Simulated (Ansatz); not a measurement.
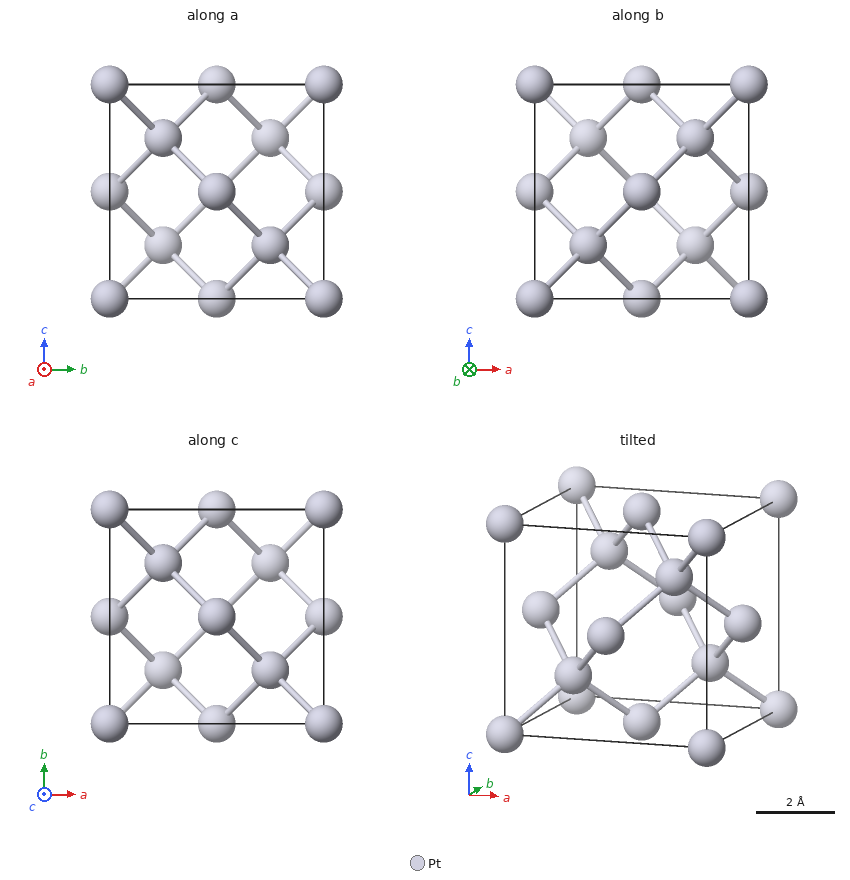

We look at a ball-and-stick model of the crystal along the a axis, along the b axis, along the c axis and slightly off an axis. The lines enclose the conventional unit cell; boundary atoms appear with their images.

Lattice parameters: a = 5.5370 Å, b = 5.5370 Å, c = 5.5370 Å, α = 90.000°, β = 90.000°, γ = 90.000°.

**Set out the cell and atoms as a CIF in P1 with every atom of the cell.**

```cif
data_structure
_symmetry_space_group_name_H-M 'P 1'
_symmetry_Int_Tables_number 1
_cell_length_a 5.5370
_cell_length_b 5.5370
_cell_length_c 5.5370
_cell_angle_alpha 90.000
_cell_angle_beta 90.000
_cell_angle_gamma 90.000
_cell_volume 169.75
loop_
_atom_site_label
_atom_site_type_symbol
_atom_site_fract_x
_atom_site_fract_y
_atom_site_fract_z
_atom_site_occupancy
Pt1 Pt 0.7500 0.7500 0.2500 1
Pt2 Pt 0.0000 0.5000 0.5000 1
Pt3 Pt 0.7500 0.2500 0.7500 1
Pt4 Pt 0.0000 0.0000 0.0000 1
Pt5 Pt 0.2500 0.7500 0.7500 1
Pt6 Pt 0.5000 0.5000 0.0000 1
Pt7 Pt 0.2500 0.2500 0.2500 1
Pt8 Pt 0.5000 0.0000 0.5000 1
```

Starting structure: a structure type filled with this element by a generator (whether the element takes this form wasn't checked). Earlier steps of the study may have refined or changed the cell and positions. An electronic-structure calculation with Ansatz was run on it.

At this level of theory the cell isn't at rest (compressed, at 14 GPa), so its distances can differ from those at equilibrium, the more so the softer the solid.
